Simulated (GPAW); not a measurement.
BN (F-43m): refractive index against wavelength

The refractive index of BN (F-43m) below the direct gap (8.79 eV on the mesh) is read from one computed spectrum, n = √(Re ε).

Symmetry: F-43m, No. 216, cubic system. The conventional cell has a = 3.615 Å, b = 3.615 Å, c = 3.615 Å, α = 90.00°, β = 90.00°, γ = 90.00°. N on site c is surrounded by 4 B at 1.57 Å. B on site a has 4 N at 1.57 Å as nearest neighbours.

Method: GPAW 26.7.0, PBE, RPA, k-mesh 22×22×22, local fields up to 60 eV, Lorentzian half width 0.2 eV.

Launch of the response step: `OMP_NUM_THREADS=1 python df.py`. The run took 74 s, its band step included, on 1 thread of Arm Neoverse N1, on a shared host.

| wavelength (nm) | photon energy E (eV) | n |
| --- | --- | --- |
| 532 | 2.331 | 2.1585 |
| 450 | 2.755 | 2.1709 |
| 405 | 3.061 | ? |
| 365 | 3.397 | 2.1944 |
| 308 | 4.025 | 2.2240 |
| 266 | 4.661 | 2.2618 |
| 248 | 4.999 | 2.2857 |

In the single-oscillator model n² − 1 = E₀E_d/(E₀² − E²), so 1/(n² − 1) = E₀/E_d − E²/(E₀E_d) is linear in E².

Working, on the rows shown:

| x = E² (eV²) | y = 1/(n² − 1) |
| --- | --- |
| 5.43137 | 0.27329 |
| 7.59115 | 0.269338 |
| 11.5384 | 0.262096 |
| 16.2043 | 0.25341 |
| 21.7255 | 0.24297 |
| 24.9936 | 0.236719 |

Means: x̄ = 14.581, ȳ = 0.2563. Σ(x − x̄)(y − ȳ) = -0.568, Σ(x − x̄)² = 303.9. Slope = -0.568 / 303.9 = -0.001869; intercept = ȳ − slope · x̄ = 0.28355. Turned back into n, the line misses the rows shown by at most 0.00049.

Q: Fill in the last column of the withheld row.

A: At x = 9.3718 the line gives y = 0.26604, that is 2.1815. The run gave 2.1813, so the interpolation is off by 0.00018, 0.1 % of the range in the table.

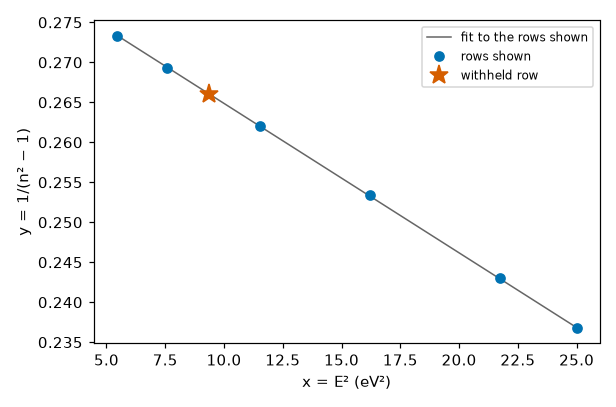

Refitted with all rows, the slope is -0.00187 and the intercept 0.28357. These give E₀ = √(intercept/−slope) = 12.32 eV and E_d = E₀/intercept = 43.4 eV; E₀ is 1.4 times the direct gap. The electronic limit at long wavelengths, without lattice vibrations, is n = √(1 + 1/intercept) = 2.128. Excitons are left out; PBE gaps are as a rule too small. The values come from a sum over the points of one k-mesh and carry its error, which grows as the direct gap shrinks. The local-field cutoff holds few shells of reciprocal vectors for this small cell, so ε∞ can read a few per cent high.
